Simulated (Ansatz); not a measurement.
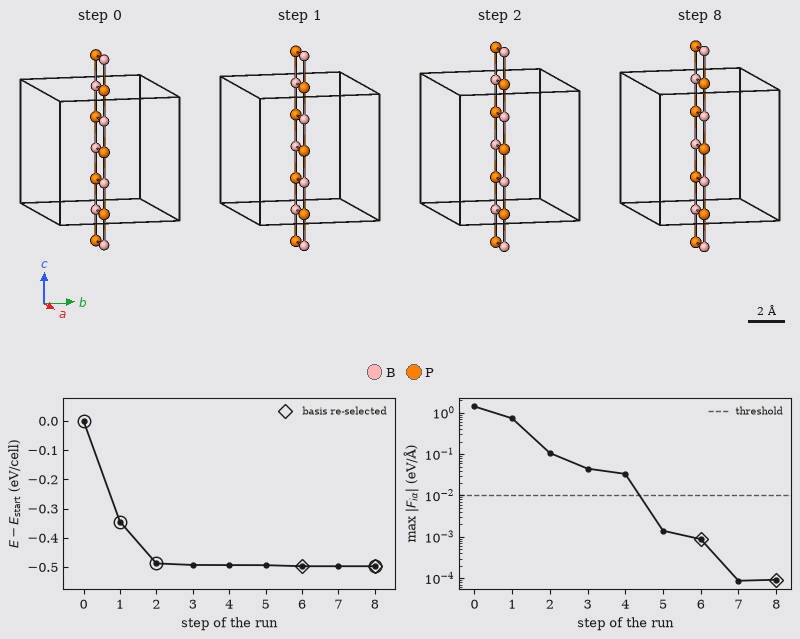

Frames of a relaxation of a wire of composition BP, marked on the history of the run. A ball-and-stick model of the 2 repeat of the cell, with the vacuum cut short, seen slightly off an axis.

Case: ladder chain of atoms.

The calculation used DFT PBE, scalar-relativistic, plane waves, PAW in Ansatz 0.2.0.

The input:
```yaml
crystal:
  lattice:
    - [10.9, 0.0, 0.0]
    - [0.0, 9.3, 0.0]
    - [0.0, 0.0, 3.5450520307]
  atoms:
    - { symbol: B, position: [0.4146260405, 0.5, 0.0], spin: 0.5 }
    - { symbol: P, position: [0.4146260405, 0.5, 0.5], spin: 0.5 }
    - { symbol: P, position: [0.5853739595, 0.5, 0.0], spin: 0.5 }
    - { symbol: B, position: [0.5853739595, 0.5, 0.5], spin: 0.5 }
basis:
  ecutwfc: 420
kpoints:
  mp_grid: { grid: [1, 1, 18] }
hamiltonian:
  xc: pbe
scf:
  occupations: { method: gaussian, width: 0.05 }
output:
  forces: true
  stress: true
  eigenvalues: true
  populations: true
  write_density: true
  write_potential: true
  elf: true
  volumetric_format: npy
magnetization:
  spin_polarized: true
relax:
  adjacent_minimum: "off"
  f_tol: 0.01
  max_steps: 45
  cell: { fix: [a, b, alpha, beta, gamma], stress_tol: 0.03 }
```

Command:
```bash
ansatz run input.yaml --threads 2 --pin off --max-ram 5120MiB --backend cpu --events-out ev --progress --plain --runs-dir out
```

**What happens along the run?**

The largest moves relative to the layer's centre, 0.040 Å, are those of B1 and B4. By element the largest moves are B 0.040 Å, P 0.024 Å. Along the periodic axis the drawn cell goes c 7.090 → 7.493 Å (+5.7 %). Some distances before and after: B1–P2 1.773 → 1.873 Å, B1–P3 1.861 → 1.925 Å. The energy falls by 0.497 eV per cell of the calculation in 6 accepted moves (8 points after the start). Largest force component: 1.4 eV/Å at the start, under 0.0001 eV/Å at the end. The SCF was repeated twice at an unchanged geometry on a basis and grid sized afresh for the cell, which shifted the energy by 3.6 meV per cell of the calculation at most. The program noted that the starting moments weren't kept. The run took 3.6 min on 2 threads of Intel(R) Xeon(R) Processor @ 2.50GHz (Skylake/Cascade Lake), with other jobs on the host, peak memory 0.63 GiB. From step 0 to 1: B atoms move most (0.02 Å), energy −0.344 eV per cell of the calculation. From step 1 to 2: B atoms move most (0.03 Å), energy −0.143 eV per cell of the calculation. From step 2 to 8: energy −9.6 meV per cell of the calculation.

```json
{"step": "0", "E − E(0), meV/atom": "0.00", "largest force component, eV/Å": "1.4168", "note": ""}
{"step": "1", "E − E(0), meV/atom": "-86.12", "largest force component, eV/Å": "0.7321", "note": ""}
{"step": "2", "E − E(0), meV/atom": "-121.81", "largest force component, eV/Å": "0.1064", "note": ""}
{"step": "3", "E − E(0), meV/atom": "-123.13", "largest force component, eV/Å": "0.0446", "note": ""}
{"step": "4", "E − E(0), meV/atom": "-123.24", "largest force component, eV/Å": "0.0333", "note": ""}
{"step": "5", "E − E(0), meV/atom": "-123.29", "largest force component, eV/Å": "0.0014", "note": ""}
{"step": "6", "E − E(0), meV/atom": "-124.20", "largest force component, eV/Å": "0.0009", "note": "same geometry, new basis"}
{"step": "7", "E − E(0), meV/atom": "-124.20", "largest force component, eV/Å": "0.0001", "note": ""}
{"step": "8", "E − E(0), meV/atom": "-124.21", "largest force component, eV/Å": "0.0001", "note": "same geometry, new basis"}
```
